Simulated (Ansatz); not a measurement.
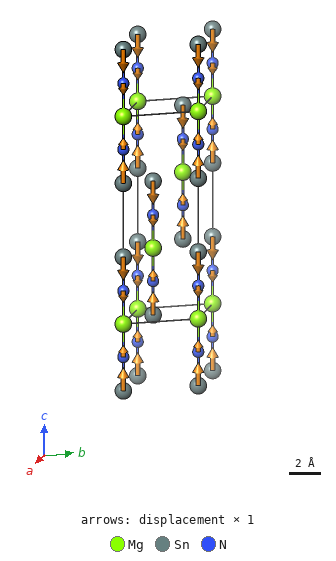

A relaxation of crystalline MgSn$_{2}$N$_{2}$ (a generated structure, set up in R-3m) (coarse preliminary run). The starting structure is drawn; orange arrows show the displacements (the part carried along by the change of the cell is left out), at their true length.

A ball-and-stick model of the conventional cell (3 times the calculation's cell), seen slightly off an axis. Lengths and directions refer to the drawn axes.

All numbers below come from DFT PBE, scalar-relativistic, plane waves, PAW in Ansatz.

The input:
```yaml
crystal:
  lattice:
    - [2.63770341, 1.52287877, 4.67900995]
    - [-2.63770341, 1.52287877, 4.67900995]
    - [0.0, -3.04575754, 4.67900995]
  atoms:
    - { symbol: Mg, position: [0.0, 0.0, 0.0] }
    - { symbol: Sn, position: [0.32249689, 0.32249689, 0.32249689] }
    - { symbol: Sn, position: [0.67750311, 0.67750311, 0.67750311] }
    - { symbol: "N", position: [0.15935531, 0.15935531, 0.15935531] }
    - { symbol: "N", position: [0.84064469, 0.84064469, 0.84064469] }
basis:
  ecutwfc: 420
kpoints:
  mp_grid: { grid: [6, 6, 6] }
hamiltonian:
  xc: pbe
scf:
  occupations: { method: gaussian, width: 0.1 }
  lower_state_search: "off"
output:
  forces: true
  stress: true
  eigenvalues: true
relax:
  adjacent_minimum: "off"
  f_tol: 0.04
  max_steps: 70
  cell: { stress_tol: 0.4 }
```

Launched with:
```bash
ansatz run input.yaml --threads 1 --pin off --max-ram 2560MiB --backend cpu --events-out ev --progress --plain --runs-dir out
```

> What happened in the run?

Over 14 accepted moves (17 points after the start) the energy falls by 1032 meV per atom. The largest force component goes from 2 to 0.026 eV/Å. Pressure: −6.40 GPa at the start and −0.15 GPa at the end. The line search rejected the trial step at point 11 of the run. The SCF was repeated twice at an unchanged geometry on a basis and grid sized afresh for the cell, which shifted the energy by 25.6 meV per atom at most. The largest moves relative to the cell, 1.62 Å, are those of Sn2 and Sn3. Sn3 goes along +c. Largest moves by element: Sn 1.62 Å, N 0.83 Å. Mg stays in place. The volume changes by −19.4 %, with a = b 5.275 → 4.186 Å (−20.7 %), c 14.037 → 17.982 Å (+28.1 %). Near-neighbour distances that change, for instance: Sn2–N5 3.691 → 2.427 Å, Mg1–N4 2.237 → 2.039 Å, Sn2–N4 2.290 → 2.143 Å. New bonds form: Sn2–N5 (3.69 → 2.43 Å), Sn3–N4 (3.69 → 2.43 Å). The space group stays R-3m (No. 166). Cost: 54 s on 1 thread of Intel(R) Xeon(R) 6975P-C (Granite Rapids), with other jobs on the host, peak memory 0.49 GiB.
